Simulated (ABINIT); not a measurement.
**Pd: geometry relaxation (part 1 of 3)**

The run: geometry relaxation of Pd (P6₃/mmc, 2 atoms in the cell). Method and program: Kohn-Sham DFT of a periodic cell, PBEsol, PseudoDojo NC SR PBEsol v0.4.1 standard, no spin polarisation (ABINIT 10.8.3).

The structure derives from a Materials Project entry.

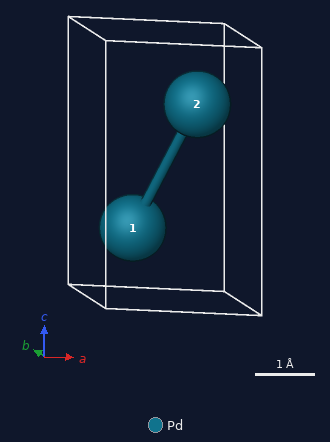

*The input geometry (ball-and-stick view of the cell of the calculation, seen slightly off an axis; atoms are numbered from 1 in the order of the input). An atom can appear more than once, as a periodic image.*

Near neighbours in the periodic cell (some may lie outside the picture): Pd has 12 Pd at 2.78 to 2.82 Å.

## Input
```
# Pseudopotentials
pp_dirpath "./"
pseudos "Pd.upf"

# Structure
acell 2.7836650458 2.7836650458 4.628893 Angstrom
rprim
     1.0000000000     0.0000000000     0.0000000000
    -0.5000000000     0.8660254038     0.0000000000
     0.0000000000     0.0000000000     1.0000000000
ntypat 1
znucl 46
natom 2
typat 1 1
chkprim 0
chksymtnons 0
tolsym 1.0e-6
xred
            1/3            2/3            1/4
            2/3            1/3            3/4

# Plane-wave basis
ecut 41.0
ecutsm 0.5

# k points
kptopt 1
ngkpt 8 8 4
nshiftk 1
shiftk 0.0 0.0 0.0

# Exchange and correlation
ixc -116133

# Bands and occupations
nband 22
occopt 3
tsmear 0.05 eV

# SCF cycle
nstep 80
tolvrs 1.0e-12

# Output
iomode 3
prteig 0
prtebands 0
prtwf 0
prtden 0

# Relaxation
ionmov 2
optcell 2
ntime 50
tolmxf 2.0e-5
dilatmx 1.08
```

Machine: 4 threads of Intel Xeon @ 2.50GHz (Skylake/Cascade Lake), 16 GiB of memory available, shared host.

Launched with:
```bash
mpirun --bind-to none -np 4 abinit run.abi > log 2>&1
```

## The program's output
```
.Version 10.8.3 of ABINIT
 Symmetries : space group P6_3/m m c (#194); Bravais hP (primitive hexag.)
================================================================================
 Values of the parameters that define the memory need of the present run
     intxc =       0    ionmov =       2      iscf =       7    lmnmax =       6
     lnmax =       6     mgfft =      60  mpssoang =       3    mqgrid =    3001
     natom =       2  nloc_mem =       1    nspden =       1   nspinor =       1
    nsppol =       1      nsym =      24    n1xccc =    2501    ntypat =       1
    occopt =       3   xclevel =       2
       mpw =        3328          nfft =       77760          nkpt =          30
================================================================================
================================================================================

--------------------------------------------------------------------------------
------------- Echo of variables that govern the present computation ------------
--------------------------------------------------------------------------------
 -outvars: echo values of preprocessed input variables --------
            acell      5.2603645628E+00  5.2603645628E+00  8.7473400361E+00 Bohr
              amu      1.06420000E+02
          chkprim           0
      chksymtnons           0
          dilatmx      1.08000000E+00
             ecut      4.10000000E+01 Hartree
           ecutsm      5.00000000E-01 Hartree
           ionmov           2
              ixc     -116133
         kptrlatt        8    0    0      0    8    0      0    0    4
          kptrlen      3.49893601E+01
            natom           2
            nband          22
            ngfft          36      36      60
             nkpt          30
            nstep          80
             nsym          24
            ntime          50
           ntypat           1
           occopt           3
          optcell           2
           prtden           0
        prtebands           0
           prteig           0
            prtwf           0
            rprim      1.0000000000E+00  0.0000000000E+00  0.0000000000E+00
                      -5.0000000000E-01  8.6602540380E-01  0.0000000000E+00
                       0.0000000000E+00  0.0000000000E+00  1.0000000000E+00
          spgroup         194
           tolmxf      2.00000000E-05
           tolsym      1.00000000E-06
           tolvrs      1.00000000E-12
           tsmear      1.83746611E-03 Hartree
            typat      1  1
           xangst      1.8135026399E-16  1.6071497636E+00  1.1572232500E+00
                       1.3918325229E+00  8.0357488178E-01  3.4716697500E+00
            xcart      3.4270233180E-16  3.0370728964E+00  2.1868350090E+00
                       2.6301822814E+00  1.5185364482E+00  6.5605050271E+00
             xred      3.3333333333E-01  6.6666666667E-01  2.5000000000E-01
                       6.6666666667E-01  3.3333333333E-01  7.5000000000E-01
            znucl       46.00000

================================================================================

 chkinp: Checking input parameters for consistency.

================================================================================
== DATASET  1 ==================================================================

--- !DatasetInfo
iteration_state: {dtset: 1, }
dimensions: {natom: 2, nkpt: 30, mband: 22, nsppol: 1, nspinor: 1, nspden: 1, mpw: 3328, }
cutoff_energies: {ecut:  41.0, pawecutdg:  -1.0, }
electrons: {nelect:   3.60000000E+01, charge:   0.00000000E+00, occopt:   3.00000000E+00, tsmear:   1.83746611E-03, }
meta: {optdriver: 0, ionmov: 2, optcell: 2, iscf: 7, paral_kgb: 0, }
...

 Real(R)+Recip(G) space primitive vectors, cartesian coordinates (Bohr,Bohr^-1):
 R(1)=  5.2603646  0.0000000  0.0000000  G(1)=  0.1901009  0.1097548  0.0000000
 R(2)= -2.6301823  4.5556093  0.0000000  G(2)=  0.0000000  0.2195096  0.0000000
 R(3)=  0.0000000  0.0000000  8.7473400  G(3)=  0.0000000  0.0000000  0.1143205
 Unit cell volume ucvol=  2.0962271E+02 bohr^3
 Angles (23,13,12)=  9.00000000E+01  9.00000000E+01  1.20000000E+02 degrees

 getcut: wavevector=  0.0000  0.0000  0.0000  ngfft=  36  36  60
         ecut(hartree)=     47.822   => boxcut(ratio)=   2.19840

--- Pseudopotential description ------------------------------------------------
- pspini: atom type   1  psp file is ./Pd.upf
  46.00000  18.00000  180301                  znucl, zion, pspdat
12 -116133 2 -1 1238                          pspcod,pspxc,lmax,lloc,mmax
     nproj     2     2     2

   1.88442774E+03                                ecore*ucvol(ha*bohr**3)
--------------------------------------------------------------------------------

================================================================================

=== [ionmov= 2] Broyden-Fletcher-Goldfarb-Shanno method (forces)
================================================================================

--- Iteration: ( 1/50) Internal Cycle: (1/1)
--------------------------------------------------------------------------------

---SELF-CONSISTENT-FIELD CONVERGENCE--------------------------------------------

--- !BeginCycle
iteration_state: {dtset: 1, itime: 1, icycle: 1, }
solver: {iscf: 7, nstep: 80, nline: 4, wfoptalg: 0, }
tolerances: {tolvrs: 1.00E-12, }
...

     iter   Etot(hartree)      deltaE(h)  residm     vres2
 ETOT  1  -269.38652756026    -2.694E+02 2.694E-01 7.522E+02
 ETOT  2  -269.47452450425    -8.800E-02 1.919E-02 1.122E+03
 ETOT  3  -269.71838493869    -2.439E-01 2.959E-03 3.486E-01
 ETOT  4  -269.71850249964    -1.176E-04 9.579E-04 1.011E-02
 ETOT  5  -269.71850313252    -6.329E-07 6.845E-04 1.480E-03
 ETOT  6  -269.71850357066    -4.381E-07 2.843E-04 8.265E-05
 ETOT  7  -269.71850359489    -2.424E-08 5.024E-04 1.826E-07
 ETOT  8  -269.71850359494    -4.633E-11 1.976E-04 1.271E-09
 ETOT  9  -269.71850359494     4.434E-12 2.935E-04 1.722E-12
 ETOT 10  -269.71850359494     1.251E-12 1.715E-04 9.136E-14

 At SCF step   10       vres2   =  9.14E-14 < tolvrs=  1.00E-12 =>converged.

 Cartesian components of stress tensor (hartree/bohr^3)
  sigma(1 1)=  3.58226497E-04  sigma(3 2)=  0.00000000E+00
  sigma(2 2)=  3.58226495E-04  sigma(3 1)=  0.00000000E+00
  sigma(3 3)=  3.41189274E-04  sigma(2 1)=  0.00000000E+00

--- !ResultsGS
iteration_state: {dtset: 1, itime: 1, icycle: 1, }
comment   : Summary of ground state results
lattice_vectors:
- [  5.2603646,   0.0000000,   0.0000000, ]
- [ -2.6301823,   4.5556093,   0.0000000, ]
- [  0.0000000,   0.0000000,   8.7473400, ]
lattice_lengths: [   5.26036,    5.26036,    8.74734, ]
lattice_angles: [ 90.000,  90.000, 120.000, ] # degrees, (23, 13, 12)
lattice_volume:   2.0962271E+02
convergence: {deltae:  1.251E-12, res2:  9.136E-14, residm:  1.715E-04, diffor: null, }
etotal    :  -2.69718504E+02
entropy   :   0.00000000E+00
fermie    :   4.24047103E-01
cartesian_stress_tensor: # hartree/bohr^3
- [  3.58226497E-04,   0.00000000E+00,   0.00000000E+00, ]
- [  0.00000000E+00,   3.58226495E-04,   0.00000000E+00, ]
- [  0.00000000E+00,   0.00000000E+00,   3.41189274E-04, ]
pressure_GPa:  -1.0372E+01
xred      :
- [  3.3333E-01,   6.6667E-01,   2.5000E-01, Pd]
- [  6.6667E-01,   3.3333E-01,   7.5000E-01, Pd]
cartesian_forces: # hartree/bohr
- [  0.00000000E+00,   0.00000000E+00,  -0.00000000E+00, ]
- [  0.00000000E+00,   0.00000000E+00,  -0.00000000E+00, ]
force_length_stats: {min:   0.00000000E+00, max:   0.00000000E+00, mean:   0.00000000E+00, }
...

 Integrated electronic density in atomic spheres:
 ------------------------------------------------
 Atom  Sphere_radius  Integrated_density
    1        2.00000         15.20751965
    2        2.00000         15.20751965

---OUTPUT-----------------------------------------------------------------------

 Cartesian coordinates (xcart) [bohr]
  3.42702331802356E-16  3.03707289643689E+00  2.18683500903291E+00
  2.63018228141227E+00  1.51853644821844E+00  6.56050502709874E+00
 Reduced coordinates (xred)
  3.33333333333333E-01  6.66666666666667E-01  2.50000000000000E-01
  6.66666666666667E-01  3.33333333333333E-01  7.50000000000000E-01
 Cartesian forces (fcart) [Ha/bohr]; max,rms= 0.00000E+00 0.00000E+00 (free atoms)
  0.00000000000000E+00  0.00000000000000E+00 -0.00000000000000E+00
  0.00000000000000E+00  0.00000000000000E+00 -0.00000000000000E+00
 Gradient of E wrt nuclear positions in reduced coordinates (gred)
  0.00000000000000E+00  0.00000000000000E+00 -0.00000000000000E+00
  0.00000000000000E+00  0.00000000000000E+00 -0.00000000000000E+00
 Scale of Primitive Cell (acell) [bohr]
  5.26036456282454E+00  5.26036456282454E+00  8.74734003613165E+00
 Real space primitive translations (rprimd) [bohr]
  5.26036456282454E+00  0.00000000000000E+00  0.00000000000000E+00
 -2.63018228141227E+00  4.55560934465533E+00  0.00000000000000E+00
  0.00000000000000E+00  0.00000000000000E+00  8.74734003613165E+00
 Unitary Cell Volume (ucvol) [Bohr^3]=  2.09622708323016E+02
 Angles (23,13,12)= [degrees]
  9.00000000000000E+01  9.00000000000000E+01  1.19999999999554E+02
 Lengths [Bohr]
  5.26036456282454E+00  5.26036456289543E+00  8.74734003613165E+00
 Stress tensor in cartesian coordinates (strten) [Ha/bohr^3]
  3.58226496568859E-04  0.00000000000000E+00  0.00000000000000E+00
  0.00000000000000E+00  3.58226495014810E-04  0.00000000000000E+00
  0.00000000000000E+00  0.00000000000000E+00  3.41189274114591E-04
 Total energy (etotal) [Ha]= -2.69718503594935E+02

--- Iteration: ( 2/50) Internal Cycle: (1/1)
--------------------------------------------------------------------------------

---SELF-CONSISTENT-FIELD CONVERGENCE--------------------------------------------

--- !BeginCycle
iteration_state: {dtset: 1, itime: 2, icycle: 1, }
solver: {iscf: 7, nstep: 80, nline: 4, wfoptalg: 0, }
tolerances: {tolvrs: 1.00E-12, }
...

     iter   Etot(hartree)      deltaE(h)  residm     vres2
 ETOT  1  -269.63360063316    -2.696E+02 1.744E-03 4.403E+02
 ETOT  2  -269.59721312459     3.639E-02 4.187E-04 5.851E+02
 ETOT  3  -269.72014894560    -1.229E-01 1.276E-03 7.122E-01
 ETOT  4  -269.72028008571    -1.311E-04 5.573E-05 7.909E-03
 ETOT  5  -269.72028108304    -9.973E-07 7.207E-06 2.399E-04
 ETOT  6  -269.72028115381    -7.077E-08 1.576E-05 9.702E-06
 ETOT  7  -269.72028115633    -2.526E-09 5.136E-06 1.514E-07
 ETOT  8  -269.72028115636    -2.484E-11 4.736E-06 7.549E-10
 ETOT  9  -269.72028115636    -3.865E-12 4.556E-06 8.781E-13

 At SCF step    9       vres2   =  8.78E-13 < tolvrs=  1.00E-12 =>converged.

 Cartesian components of stress tensor (hartree/bohr^3)
  sigma(1 1)=  1.85334582E-04  sigma(3 2)=  0.00000000E+00
  sigma(2 2)=  1.85334581E-04  sigma(3 1)=  0.00000000E+00
  sigma(3 3)=  1.72650713E-04  sigma(2 1)=  0.00000000E+00

--- !ResultsGS
iteration_state: {dtset: 1, itime: 2, icycle: 1, }
comment   : Summary of ground state results
lattice_vectors:
- [  5.2038325,   0.0000000,   0.0000000, ]
- [ -2.6019163,   4.5066511,   0.0000000, ]
- [  0.0000000,   0.0000000,   8.6578051, ]
lattice_lengths: [   5.20383,    5.20383,    8.65781, ]
lattice_angles: [ 90.000,  90.000, 120.000, ] # degrees, (23, 13, 12)
lattice_volume:   2.0304161E+02
convergence: {deltae: -3.865E-12, res2:  8.781E-13, residm:  4.556E-06, diffor: null, }
etotal    :  -2.69720281E+02
entropy   :   0.00000000E+00
fermie    :   4.46121176E-01
cartesian_stress_tensor: # hartree/bohr^3
- [  1.85334582E-04,   0.00000000E+00,   0.00000000E+00, ]
- [  0.00000000E+00,   1.85334581E-04,   0.00000000E+00, ]
- [  0.00000000E+00,   0.00000000E+00,   1.72650713E-04, ]
pressure_GPa:  -5.3283E+00
xred      :
- [  3.3333E-01,   6.6667E-01,   2.5000E-01, Pd]
- [  6.6667E-01,   3.3333E-01,   7.5000E-01, Pd]
cartesian_forces: # hartree/bohr
- [ -1.03487006E-28,   5.97482507E-29,  -0.00000000E+00, ]
- [  1.03487006E-28,  -5.97482507E-29,  -0.00000000E+00, ]
force_length_stats: {min:   1.19496501E-28, max:   1.19496501E-28, mean:   1.19496501E-28, }
...

 Integrated electronic density in atomic spheres:
 ------------------------------------------------
 Atom  Sphere_radius  Integrated_density
    1        2.00000         15.20579228
    2        2.00000         15.20579228

---OUTPUT-----------------------------------------------------------------------

 Cartesian coordinates (xcart) [bohr]
  1.92580488737667E-16  3.00443409700224E+00  2.16445126955270E+00
  2.60191625195335E+00  1.50221704850112E+00  6.49335380865811E+00
 Reduced coordinates (xred)
  3.33333333333333E-01  6.66666666666667E-01  2.50000000000000E-01
  6.66666666666667E-01  3.33333333333333E-01  7.50000000000000E-01
 Cartesian forces (fcart) [Ha/bohr]; max,rms= 1.03487E-28 6.89913E-29 (free atoms)
 -1.03487005822456E-28  5.97482506681497E-29 -0.00000000000000E+00
  1.03487005822456E-28 -5.97482506681497E-29 -0.00000000000000E+00
 Gradient of E wrt nuclear positions in reduced coordinates (gred)
  5.38529044630877E-28 -5.38529044630877E-28 -0.00000000000000E+00
 -5.38529044630877E-28  5.38529044630877E-28 -0.00000000000000E+00
 Scale of Primitive Cell (acell) [bohr]
  5.20383250390670E+00  5.20383250397683E+00  8.65780507821081E+00
 Real space primitive translations (rprimd) [bohr]
  5.20383250390670E+00  0.00000000000000E+00  0.00000000000000E+00
 -2.60191625195335E+00  4.50665114550336E+00  0.00000000000000E+00
  0.00000000000000E+00  0.00000000000000E+00  8.65780507821081E+00
 Unitary Cell Volume (ucvol) [Bohr^3]=  2.03041612816143E+02
 Angles (23,13,12)= [degrees]
  9.00000000000000E+01  9.00000000000000E+01  1.19999999999554E+02
 Lengths [Bohr]
  5.20383250390670E+00  5.20383250397683E+00  8.65780507821081E+00
 Stress tensor in cartesian coordinates (strten) [Ha/bohr^3]
  1.85334582318161E-04  0.00000000000000E+00  0.00000000000000E+00
  0.00000000000000E+00  1.85334580668842E-04  0.00000000000000E+00
  0.00000000000000E+00  0.00000000000000E+00  1.72650713175307E-04
 Total energy (etotal) [Ha]= -2.69720281156362E+02

 Difference of energy with previous step (new-old):
           Absolute (Ha)=-1.77756E-03
           Relative     =-6.59041E-06

--- Iteration: ( 3/50) Internal Cycle: (1/1)
--------------------------------------------------------------------------------

---SELF-CONSISTENT-FIELD CONVERGENCE--------------------------------------------

--- !BeginCycle
iteration_state: {dtset: 1, itime: 3, icycle: 1, }
solver: {iscf: 7, nstep: 80, nline: 4, wfoptalg: 0, }
tolerances: {tolvrs: 1.00E-12, }
...
```
